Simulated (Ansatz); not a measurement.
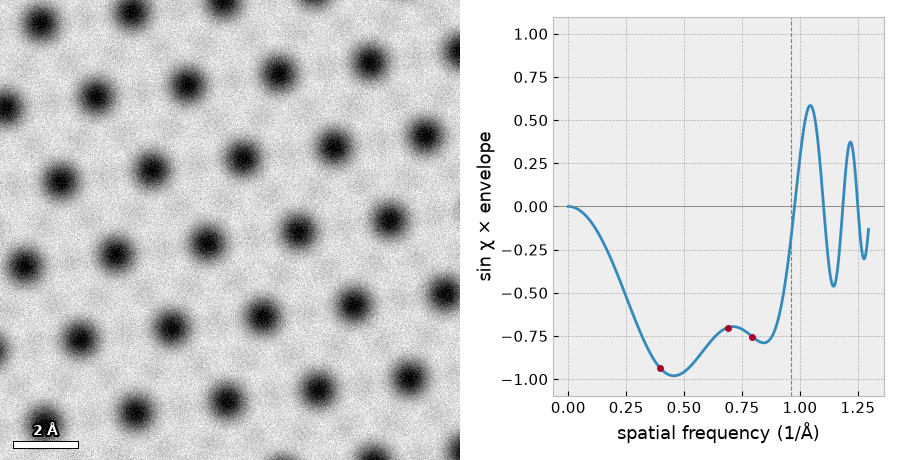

Phase-contrast TEM-like image of Mg (Im-3m, No. 229) along [111]. Simulated in the weak-phase-object approximation with neutral-atom potentials: 200 kV, Cs = 40 µm, defocus −120 Å (negative is underfocus), defocus spread 12 Å, aperture 0.96 1/Å. Shot noise was added. Atomic positions: the input geometry of an electronic-structure calculation (not necessarily at equilibrium); the starting structure was generated, so it need not be a known form of this composition.

The plot gives the contrast transfer function, the aperture (dashed) and the crystal's spatial frequencies that carry visible contrast (dots).

What point resolution do these settings give, and which lattice spacings pass?

Answer. About 1.0 Å (0.66 |Cs|^(1/4) λ^(3/4) with λ = 0.0251 Å). The spacings that carry visible contrast are {110} at 2.52 Å, {211} at 1.45 Å, {220} at 1.26 Å.

Do the atom columns appear dark or bright, and why?

Answer. Dark. With positive Cs and underfocus sin χ is negative over the pass band, so the strongest columns (Mg) come out darker than the background.
